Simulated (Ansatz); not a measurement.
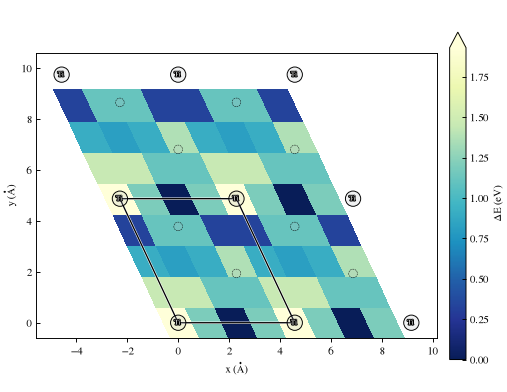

Energy landscape of O on a Ti(101) slab cut from the P6/mmm phase, its upper half relaxed before the scan (9 atoms of substrate and one adsorbate in a 1 × 1 cell). O is moved over the surface cell; relaxed at each place: the height of the adsorbate's atoms; substrate rigid; the origin of the map has the adsorbate above Ti9. Places are given modulo a cell vector. The map is drawn in real space over the plane of the surface. The grid has 4 × 4 points. Energies are in eV, from the lowest grid point. With one adsorbate in each 1 × 1 cell, its nearest image is 4.6 Å away, so neighbouring adsorbates interact. The runs have no spin polarisation; a magnetic state may lie lower. The calculation used Ansatz, DFT PBE, scalar-relativistic, plane waves, PAW. Settings: cutoff 420 eV, k-mesh 7×6×1, gaussian smearing 0.1 eV, no spin polarisation.

In the figure: one coloured cell a grid point, labelled circles for the atoms of the top layer and small ones for the second layer, the outline of one cell of the 2 × 2 shown, one colour for all values above the top of the scale. 

Describe this landscape.

Answer. The lowest grid point is at a bridge site between two Ti atoms, (2/4, 0/4) of the cell vectors. The highest grid point, the top site over a surface Ti atom, (0/4, 0/4) of the cell vectors, lies 1.93 eV above the lowest. At the lowest point the adsorbate has 1 Ti at 1.79 Å as nearest neighbours, at the highest 1 Ti at 1.65 Å. Its relaxed height above the top atom is 0.68 Å at the lowest and 1.65 Å at the highest point.

The input of one point:

```yaml
crystal:
  lattice:
    - [4.5793473384, 0.0, 0.0]
    - [-2.2896736692, 4.8731803162, 0.0]
    - [0.0, 0.0, 20.8008028743]
  atoms:
    - { symbol: Ti, position: [0.5259511638, 0.0519023277, 0.1923002696] }
    - { symbol: Ti, position: [0.8311413966, 0.6622827932, 0.2107665516] }
    - { symbol: Ti, position: [0.1363316294, 0.2726632588, 0.2292328336] }
    - { symbol: Ti, position: [0.3570925604, 0.7141851209, 0.3030979614] }
    - { symbol: Ti, position: [0.6640848036, 0.3281368293, 0.3193552712] }
    - { symbol: Ti, position: [0.9697449199, 0.9393324566, 0.3378269323] }
    - { symbol: Ti, position: [0.1905287717, 0.3816414157, 0.4115069868] }
    - { symbol: Ti, position: [0.5011079537, 0.0025593275, 0.4254608481] }
    - { symbol: Ti, position: [0.8026484483, 0.6055378328, 0.447136725] }
    - { symbol: O, position: [1.3026484483, 0.6055378328, 0.4827122749] }
basis:
  ecutwfc: 420
kpoints:
  mp_grid: { grid: [7, 6, 1] }
hamiltonian:
  xc: pbe
  pseudopotentials: { kind: paw, azcp: { folder: soft_1 } }
scf:
  occupations: { method: gaussian, width: 0.1 }
output:
  forces: true
  eigenvalues: true
  write_density: true
  write_potential: true
  elf: true
  volumetric_format: npy
relax:
  adjacent_minimum: "off"
  f_tol: 0.025
  max_steps: 16
  constraints: [{ sites: [0, 1, 2, 3, 4, 5, 6, 7, 8] }, { sites: [9], fix: xy }]
efield:
  axis: 3
  dipole_correction: true
  ramp_width: 0.04
```

Each point was launched as `ansatz run input.yaml --threads 4 --pin off --max-ram 12288MiB --backend cpu --events-out ev --progress --plain --runs-dir out`. The whole map (16 points run) took 17 min on 4 threads of Intel(R) Xeon(R) Platinum 8488C (Sapphire Rapids), with other jobs on the host.
